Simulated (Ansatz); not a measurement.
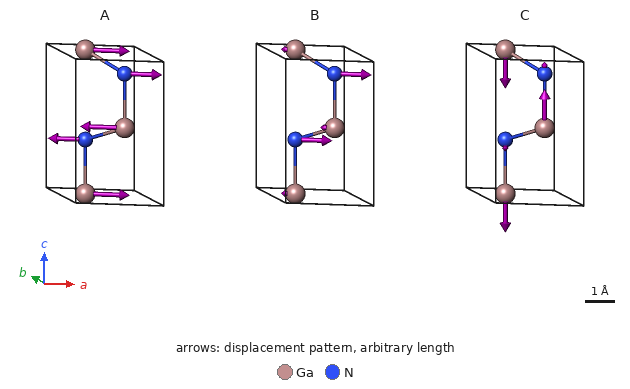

Modes of a crystal of GaN relaxed at 11 GPa, space group P6₃mc (No. 186), at the zone centre (one member of each degenerate set). The purple arrows are the displacements of the atoms (eigenvector over the root of the mass), of arbitrary overall length and sign. Style: ball-and-stick. Shown: the cell of the calculation, slightly off an axis.

The calculation used DFT PBEsol, scalar-relativistic, plane waves, PAW in Ansatz.

Frequencies are those without the non-analytic (LO–TO) term.

Which are infrared-active and which Raman-active?

Answer. A is E₂, Raman-active by symmetry (133 cm⁻¹). B is E₁, infrared- and Raman-active by symmetry (588 cm⁻¹). C is B₁, silent by symmetry (neither infrared- nor Raman-active) (345 cm⁻¹).
